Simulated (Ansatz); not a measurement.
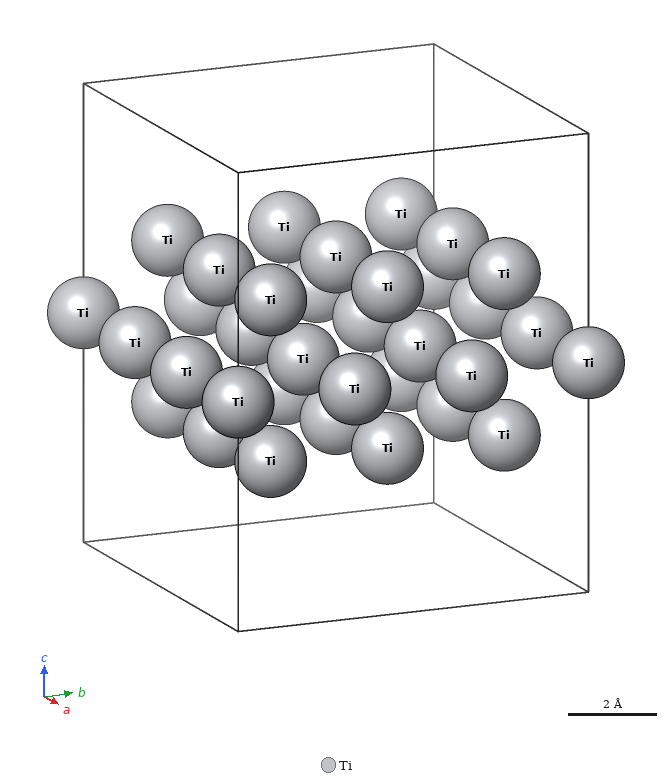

*The input geometry (spheres-only view of the 3 × 3 repeat of the cell, with the vacuum cut short, seen slightly off an axis). An atom can appear more than once, as a periodic image.*

Single-point calculation, with input and output: Ti

System: Ti (slab, 3 atoms in the cell).
Method: DFT PBE, scalar-relativistic, plane waves, PAW, PAW set soft_1, no spin polarisation (Ansatz 0.2.0).

The structure derives from an entry of the Crystallography Open Database.

## Input
```yaml
crystal:
  lattice:
    - [2.9075446931, 0.0, 0.0]
    - [0.0, 2.9075446931, 0.0]
    - [0.0, 0.0, 20.8059825779]
  atoms:
    - { symbol: Ti, position: [0.5, 0.5, 0.1922523959] }
    - { symbol: Ti, position: [0.0, 0.0, 0.2837148153] }
    - { symbol: Ti, position: [0.5, 0.5, 0.3751797133] }
basis:
  ecutwfc: 420
kpoints:
  mp_grid: { grid: [9, 9, 1] }
hamiltonian:
  xc: pbe
  pseudopotentials: { kind: paw, azcp: { folder: soft_1 } }
scf:
  occupations: { method: gaussian, width: 0.1 }
output:
  forces: true
  eigenvalues: true
efield:
  axis: 3
  dipole_correction: true
  ramp_width: 0.04
```

Run on 1 thread of Arm Neoverse V1, 24 GiB of memory available, shared host.

Launched with:
```bash
ansatz run input.yaml --threads 1 --pin off --max-ram 3072MiB --backend cpu --events-out ev --progress --plain --runs-dir out
```

## What the program printed
```
Engine: ansatz 0.2.0, aarch64-unknown-linux-gnu
Pseudopotentials: kind: paw
Pseudopotential: Ti, paw, valence charge 12, recommended cutoff 420 eV (normal), [file]
Functional definition: PBE
  parameter kappa = 0.804
  parameter beta = 0.06672455060314922
  exchange = pbe_x(kappa = kappa, mu = beta*pi^2/3)
  correlation = pbe_c(beta = beta)
Crystal: 3 atoms, lattice volume = 175.890 Å³
Basis set: ecut = 420 eV, 3401 PW (Γ), exchange–correlation on 40×40×288 points (8 copies of the dense FFT grid, shifted against one another)
Bands: 22, of which v1, the nominal top of the filled ones, is band 18 counted from 1 (17 counted from 0)
Symmetry: 8 space group operations
k-points: 15 of 81
Non-local potential: Ti, projectors of the file, l = 0: 3, l = 1: 2, l = 2: 3, l = 3: 1
PAW form: soft (Blöchl's): semilocal exchange-correlation on the pseudo side does not see the compensation charge
PAW one-centre angular grid: Ti, 590 points (default); XC on 64 Gauss nodes
Initial density: superposition of atomic densities (neutral atoms: chi_scale 0, normalization atom)
Initial wavefunctions: pseudopotential atomic-orbital guess
Functional: x = pbe(κ = 0.804, μ = 0.2195149727645171), c = pbe(β = 0.06672455060314922)
SCF iter   1: F=—  HF=-7501.674492 eV  |F-HF|=—  |Δ(HF+E_count)|=         —  Δρ=6.23e-2  dr2=4.38e1  ethr=3.10e-3  p=0.000 e·Å  D=5.34e-8 V/Å  ΔV_dip=-0.00 eV  dr2_dipole=2.22e-9  V_vac-E_F(+/−)=8.00/8.00 eV  ⟨swp⟩=8.0  Hψ=1757  notcnv=0
efield: sawtooth ramp at fractional position 0.7637 (placed from the atoms, in the widest stretch of the axis that holds none; the zero of the levels goes with the place), width 0.0400; the density the first Hamiltonian is built on has a dipole p = 0.000 e·Å; the dipole correction subtracts the counter field D = 5.34e-8 V/Å, which shifts the + side's vacuum level by -0.00 eV against the − side's; the planar-averaged density in the ramp window peaks in size at 3.4e-7 e/Å³
preconditioner: auto → LDOS  [insulator: Δε(μ)=0.117 eV  Ē_g=3.114 eV  σ=0.100 eV  W_gap=0.59  n_scr=12 (ndim 8)  ℏωp=9.7 eV  f_vac=0.594  D(μ)=1.54/eV (n_scr^D=8)  ε∞_Penn≈10.7  β→1.0]
SCF iter   2: F=—  HF=-7523.966527 eV  |F-HF|=—  |Δ(HF+E_count)|=    2.23e1  Δρ=1.14e-1  dr2=6.93e2  ethr=3.10e-3  p=-0.001 e·Å  D=-1.00e-3 V/Å  ΔV_dip=0.02 eV  dr2_dipole=9.13e-2  V_vac-E_F(+/−)=-2.76/-2.78 eV  ⟨swp⟩=4.9  Hψ=4778  notcnv=0  recentre
automatic band count: the SCF goes on with 26 bands, as 22 were too few: the levels above may hold too much charge
SCF iter   3: F=—  HF=-7498.017563 eV  |F-HF|=—  |Δ(HF+E_count)|=    2.59e1  Δρ=2.44e-2  dr2=4.95e0  ethr=3.10e-3  p=0.001 e·Å  D=1.38e-3 V/Å  ΔV_dip=-0.03 eV  dr2_dipole=1.70e-4  V_vac-E_F(+/−)=6.16/6.20 eV  ⟨swp⟩=6.6  Hψ=1696  notcnv=0  defer=11
SCF iter   4: F=—  HF=-7497.604558 eV  |F-HF|=—  |Δ(HF+E_count)|=   4.13e-1  Δρ=1.13e-2  dr2=2.55e0  ethr=3.10e-3  p=0.003 e·Å  D=3.56e-3 V/Å  ΔV_dip=-0.07 eV  dr2_dipole=1.26e-4  V_vac-E_F(+/−)=9.70/9.83 eV  ⟨swp⟩=3.7  Hψ=814  notcnv=0  defer=27
SCF iter   5: F=—  HF=-7497.493553 eV  |F-HF|=—  |Δ(HF+E_count)|=   1.11e-1  Δρ=7.33e-3  dr2=8.70e-1  ethr=3.10e-3  p=0.004 e·Å  D=3.68e-3 V/Å  ΔV_dip=-0.08 eV  dr2_dipole=9.98e-5  V_vac-E_F(+/−)=10.06/10.21 eV  ⟨swp⟩=2.7  Hψ=480  notcnv=0  defer=29
SCF iter   6: F=—  HF=-7497.407983 eV  |F-HF|=—  |Δ(HF+E_count)|=   8.56e-2  Δρ=5.36e-3  dr2=7.53e-1  ethr=2.42e-3  p=0.003 e·Å  D=2.79e-3 V/Å  ΔV_dip=-0.06 eV  dr2_dipole=6.24e-7  V_vac-E_F(+/−)=9.25/9.37 eV  ⟨swp⟩=1.4  Hψ=398  notcnv=0  defer=27
SCF iter   7: F=—  HF=-7497.267081 eV  |F-HF|=—  |Δ(HF+E_count)|=   1.41e-1  Δρ=3.38e-3  dr2=3.63e-1  ethr=2.09e-3  p=0.002 e·Å  D=1.93e-3 V/Å  ΔV_dip=-0.04 eV  dr2_dipole=1.24e-5  V_vac-E_F(+/−)=7.96/8.05 eV  ⟨swp⟩=1.7  Hψ=388  notcnv=0  defer=27
SCF iter   8: F=—  HF=-7497.166545 eV  |F-HF|=—  |Δ(HF+E_count)|=   1.01e-1  Δρ=1.93e-3  dr2=1.09e-1  ethr=1.01e-3  p=0.001 e·Å  D=1.18e-3 V/Å  ΔV_dip=-0.02 eV  dr2_dipole=4.10e-6  V_vac-E_F(+/−)=6.37/6.43 eV  ⟨swp⟩=2.6  Hψ=499  notcnv=0  defer=27
SCF iter   9: F=—  HF=-7497.132741 eV  |F-HF|=—  |Δ(HF+E_count)|=   3.38e-2  Δρ=1.08e-3  dr2=3.42e-2  ethr=3.04e-4  p=0.001 e·Å  D=5.93e-4 V/Å  ΔV_dip=-0.01 eV  dr2_dipole=6.32e-6  V_vac-E_F(+/−)=5.33/5.36 eV  ⟨swp⟩=1.8  Hψ=445  notcnv=0  defer=25
SCF iter  10: F=—  HF=-7497.123089 eV  |F-HF|=—  |Δ(HF+E_count)|=   9.65e-3  Δρ=9.58e-4  dr2=5.01e-3  ethr=9.50e-5  p=-0.000 e·Å  D=-2.09e-4 V/Å  ΔV_dip=0.00 eV  dr2_dipole=6.38e-6  V_vac-E_F(+/−)=3.85/3.85 eV  ⟨swp⟩=2.6  Hψ=473  notcnv=0  defer=24
SCF iter  11: F=—  HF=-7497.123237 eV  |F-HF|=—  |Δ(HF+E_count)|=   1.47e-4  Δρ=7.24e-4  dr2=2.37e-3  ethr=1.39e-5  p=0.000 e·Å  D=4.59e-5 V/Å  ΔV_dip=-0.00 eV  dr2_dipole=1.83e-6  V_vac-E_F(+/−)=4.02/4.02 eV  ⟨swp⟩=2.9  Hψ=531  notcnv=0  defer=22
SCF iter  12: F=—  HF=-7497.123066 eV  |F-HF|=—  |Δ(HF+E_count)|=   1.71e-4  Δρ=2.75e-4  dr2=3.82e-4  ethr=6.58e-6  p=0.000 e·Å  D=6.97e-6 V/Å  ΔV_dip=-0.00 eV  dr2_dipole=8.55e-8  V_vac-E_F(+/−)=3.99/3.99 eV  ⟨swp⟩=1.7  Hψ=395  notcnv=0  defer=22
SCF iter  13: F=—  HF=-7497.123041 eV  |F-HF|=—  |Δ(HF+E_count)|=   2.53e-5  Δρ=9.21e-5  dr2=3.48e-5  ethr=1.06e-6  p=-0.000 e·Å  D=-4.64e-6 V/Å  ΔV_dip=0.00 eV  dr2_dipole=6.45e-8  V_vac-E_F(+/−)=3.96/3.96 eV  ⟨swp⟩=2.1  Hψ=456  notcnv=0  defer=22
SCF iter  14: F=—  HF=-7497.123162 eV  |F-HF|=—  |Δ(HF+E_count)|=   1.21e-4  Δρ=2.76e-5  dr2=2.30e-6  ethr=9.67e-8  p=-0.000 e·Å  D=-9.53e-6 V/Å  ΔV_dip=0.00 eV  dr2_dipole=2.61e-11  V_vac-E_F(+/−)=3.94/3.94 eV  ⟨swp⟩=2.3  Hψ=482  notcnv=0  defer=22
SCF iter  15: F=—  HF=-7497.123162 eV  |F-HF|=—  |Δ(HF+E_count)|=   4.33e-7  Δρ=9.44e-6  dr2=2.68e-7  ethr=6.38e-9  p=-0.000 e·Å  D=-5.37e-6 V/Å  ΔV_dip=0.00 eV  dr2_dipole=7.97e-10  V_vac-E_F(+/−)=3.94/3.94 eV  ⟨swp⟩=2.9  Hψ=659  notcnv=0  defer=22
SCF iter  16: F=-7497.123163 eV  HF=-7497.123163 eV  |F-HF|=1.52e-8  |Δ(HF+E_count)|=   2.27e-7  Δρ=4.68e-6  dr2=6.81e-8  ethr=2.78e-10  p=-0.000 e·Å  D=-3.15e-6 V/Å  ΔV_dip=0.00 eV  dr2_dipole=9.07e-10  V_vac-E_F(+/−)=3.94/3.94 eV  ⟨swp⟩=17.9  Hψ=2850  notcnv=0
SCF 1 converged in 16 iterations: F = -7497.123163 eV  dr2 = 6.81e-8
  greatest PAW one-centre occupation: 0.999 electrons in one spin orbital (limit 2), on the Ti atom at site 1 (counted from 0), in its partial waves of l = 0
```

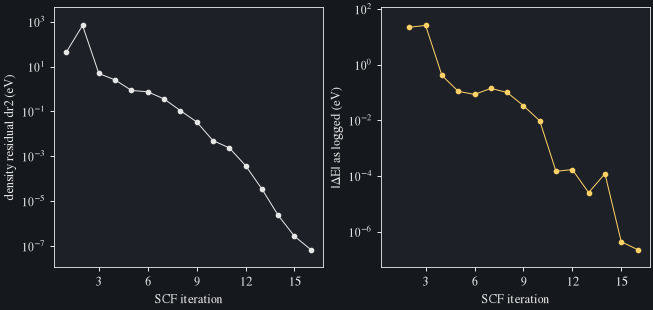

*Convergence of the self-consistent field: density residual dr2 and size of the energy change against the SCF iteration.*

The residual comes down, with one marked jump up, by a factor of about 15, at step 2.

```
SCF converged after 16 iterations
Free energy (F): -7497.123163 eV
Harris-Foulkes:  -7497.123163 eV  (|F-HF|=1.52e-8)
Internal energy: -7497.081042 eV  (E = F + TS)
E sigma→0 (E₀):  -7497.102102 eV
Entropy (-TS):   -0.042121 eV (-14.040 meV/atom)
Fermi energy:    1.267861 eV
Dipole field:    D = -0.000046 V/Å  (p = -0.000045 e·Å, saw-weighted, corrected)
Work function:   Φ+ = 3.9410 eV   Φ− = 3.9400 eV
Levels:          The Fermi level and band energies are counted from a zero that moves with the ramp; work functions are not
--- Per-component energies (eV) ---
  E_band       = -901.943602
  E_kinetic    = 843.130633
  E_local      = -28476.268416  (includes V_loc(G=0)·N_el)
  E_nonlocal   = 182.990694
  E_hartree    = 13752.502436
  E_xc         = -346.459610
  E_vxc        = -433.607593  (∫ρ·V_xc dr)
  E_paw        = -3127.401791  (= ΣΔE_a)
  E_vpaw       = -523.221219  (= ΣTr[D̂ρ^β])
  E_aug_tail   = -0.000234  (compensation charges beyond the density's cutoff)
  E_efield     = 0.000000  (sawtooth field / dipole correction)
  E_vefield    = -0.000000  (∫n·V_field dr)
  E_ewald      = 9674.425246
  E_smearing   = -0.042121  (= −TS)
  E_closure    = -0.000000  (closes the sum)
  Σ components = -7497.123163   (vs F -7497.123163, Δ=0.00e0)
--- Forces (eV/Å), atoms counted from 1 ---
  atom   1  Ti    -0.00000000     0.00000000    -0.00056475
  atom   2  Ti    -0.00000000     0.00000000     0.00020397
  atom   3  Ti     0.00000000     0.00000000     0.00044053
  max |Σ_I F_I| component: 7.97e-5 eV/Å
--- Band table (eV; the first three rows and the last of 15) ---
  k-point 0: bands = ["-55.5038", "-55.4857", "-55.0640", "-31.9675", "-31.8621", "-31.5670", "-31.5670", "-31.5247", "-31.5247", "-31.2169", "-31.1414", "-31.1414", "-4.0296", "-2.3307", "-1.3268", "-0.3395", "0.6593", "1.2266", "1.3841", "2.0342", "2.3605", "2.3605", "3.2335", "3.2335", "3.7680", "3.8049"]
  k-point 1: bands = ["-55.4971", "-55.4809", "-55.0612", "-31.9549", "-31.8715", "-31.6025", "-31.5843", "-31.5590", "-31.5210", "-31.2033", "-31.1778", "-31.1422", "-3.7732", "-2.1046", "-1.1279", "-0.2190", "0.7242", "1.2231", "1.4422", "2.0977", "2.3659", "2.3911", "3.0594", "3.1828", "3.2410", "3.7577"]
  k-point 2: bands = ["-55.4799", "-55.4687", "-55.0540", "-31.9252", "-31.9021", "-31.7133", "-31.6920", "-31.5380", "-31.5117", "-31.2614", "-31.1874", "-31.1447", "-3.0619", "-1.5386", "-0.6551", "0.0817", "0.9134", "1.1775", "1.4701", "2.3990", "2.4210", "2.4682", "2.6040", "2.7016", "3.1602", "3.5574"]
  k-point 14: bands = ["-55.4076", "-55.4069", "-55.0017", "-31.9234", "-31.9222", "-31.8354", "-31.8271", "-31.7910", "-31.7765", "-31.3957", "-31.3936", "-31.2529", "-0.8641", "-0.7784", "-0.0495", "-0.0238", "-0.0082", "1.0688", "1.1297", "3.1163", "3.3744", "3.4200", "4.0564", "4.2294", "4.5676", "4.8789"]
```

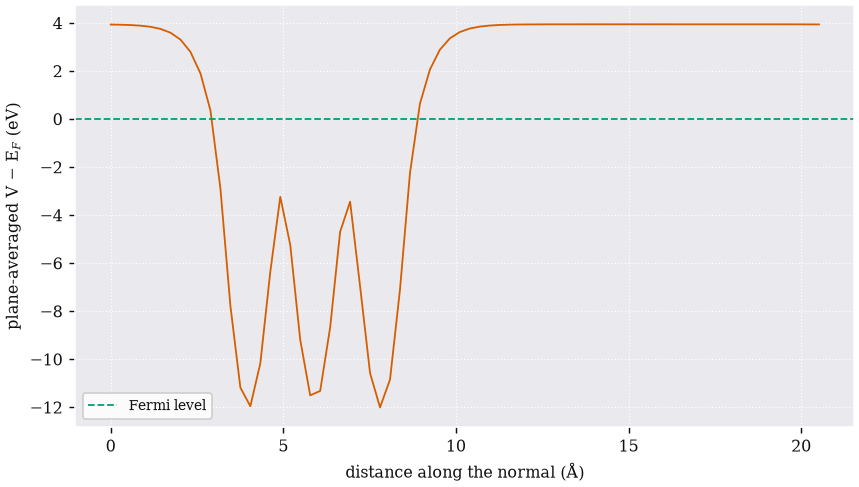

*Plane average of the electrostatic potential energy of an electron across the cell, from the Fermi level.*

The vacuum level lies 3.94 eV above the Fermi level.

## Results in brief

```tsv
quantity	value
outcome	converged
electrons treated	36
free energy	−7497.1232 eV
work function, top face	3.94 eV
work function, bottom face	3.94 eV
Fermi energy	1.268 eV
gap on the k-point mesh	none (metallic)
work function (upper face)	3.94 eV
largest force (length of the vector)	0.001 eV/Å
wall time	15 s
peak memory	0.33 GiB
```
